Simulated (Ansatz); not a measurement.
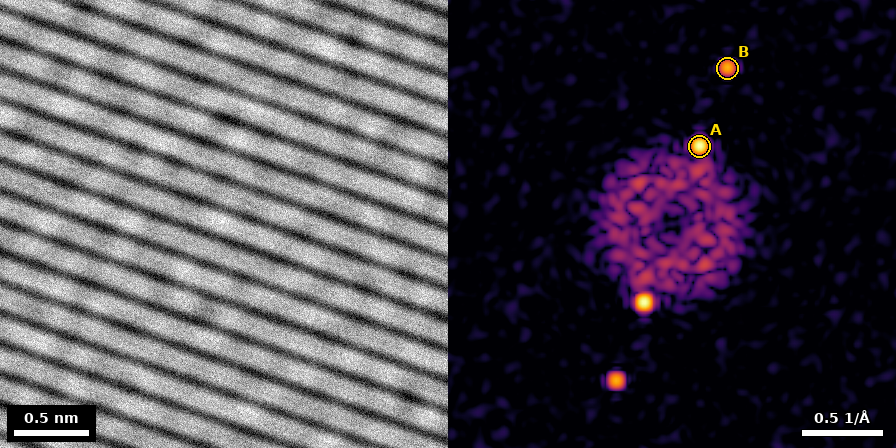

Phase-contrast TEM-like image of Ni (Im-3m, No. 229) along [211]. Simulated in the weak-phase-object approximation with neutral-atom potentials: 300 kV, Cs = 40 µm, defocus −106 Å (negative is underfocus), defocus spread 8 Å, aperture 1.15 1/Å. Shot noise and the speckle of an amorphous layer were added. Structure: the geometry given to an electronic-structure calculation, possibly off equilibrium; the starting structure was generated, so it need not be a known form of this composition.

The right panel is the modulus of the image's Fourier transform on a logarithmic scale.

a = 2.718 Å, b = 2.718 Å, c = 2.718 Å, α = 90.00°, β = 90.00°, γ = 90.00°

**Index the marked spots and give their plane spacings (the zone axis points at the viewer; indices equivalent by symmetry, or all signs reversed, are as good).**

A: (0 1 -1), d = 1.92 Å; B: (0 2 -2), d = 0.96 Å. A and B enclose 0°, and every spot obeys the zone law hu + kv + lw = 0 for [211].
